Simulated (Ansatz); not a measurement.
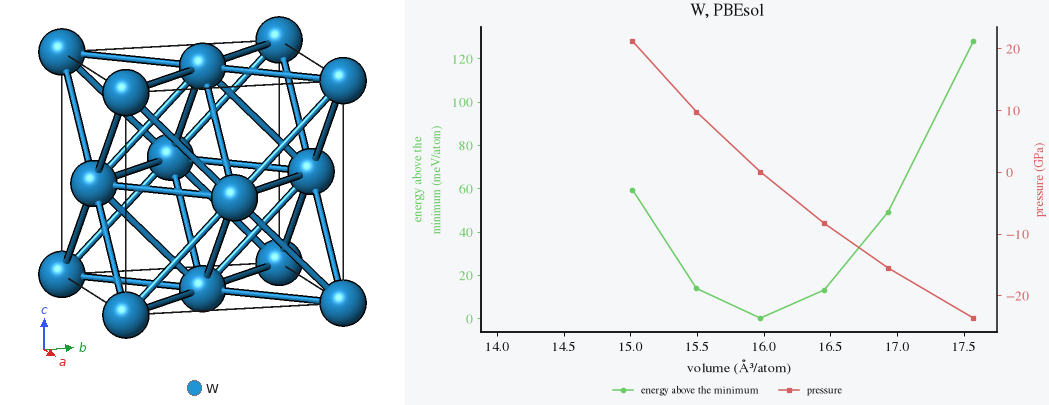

The figure shows the energy above the minimum and pressure against volume for W, space group Fm-3m (No. 225). The conventional cell is drawn beside the plot.

Cell as given: a = 2.827 Å, b = 2.827 Å, c = 2.827 Å, α = 60.00°, β = 60.00°, γ = 60.00°; 1 atom.

Method: third-order Birch-Murnaghan fit to density functional energies at scaled volumes of the given relaxed cell, shape and atoms relaxed at each volume; energies count from the fitted minimum; plane waves with PAW datasets, Γ-centred k mesh (Ansatz 0.2.0). Level: PBEsol, no spin polarisation.

wave cutoff 420 eV; k mesh 18×18×18; occupations Gaussian; smearing width 0.1 eV.

The points at volume 14.059 Å³/atom and 14.538 Å³/atom are left out of the plot. What values does the calculation give there?

```csv
volume (Å³/atom),energy above the minimum (meV/atom),pressure (GPa)
14.059,266.9,49.35
14.538,142.2,34.32
```
